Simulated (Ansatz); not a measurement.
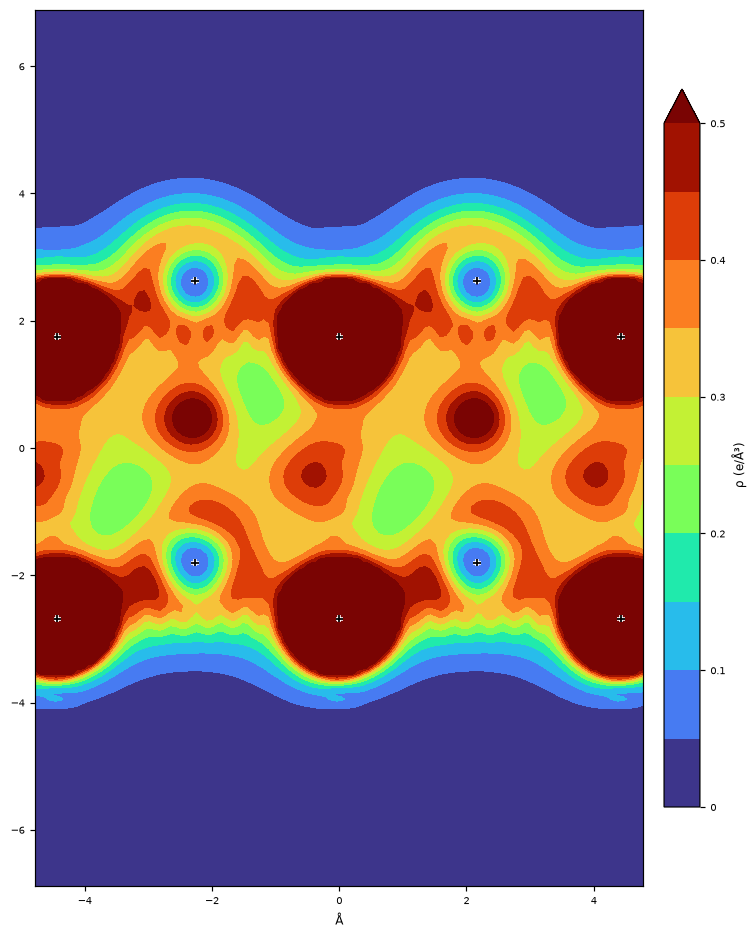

The valence pseudo-density on a plane through atoms (crosses mark nuclei in the plane).

Computed with DFT PBE, scalar-relativistic, plane waves, PAW in Ansatz.

Candidates:
A. CoSi (slab), a = 4.43 Å, b = 4.43 Å, c = 20.36 Å, α = 90.00°, β = 90.00°, γ = 90.00°. Not relaxed (largest force 1.3 eV/Å); computed without spin polarisation.
B. PbSe (slab), a = 4.40 Å, b = 4.40 Å, c = 27.44 Å, α = 90.00°, β = 90.00°, γ = 90.00°. Not relaxed (largest force 0.4 eV/Å).

Which system is this?

Answer. Candidate A: CoSi on the (010) plane of the calculation cell, a cut from vacuum to vacuum, which holds Co and Si. Co–Si (2.34 Å): ρ at the midpoint is about 0.48 e/Å³. Co–Si (2.43 Å): ρ is about 0.41 e/Å³ halfway.
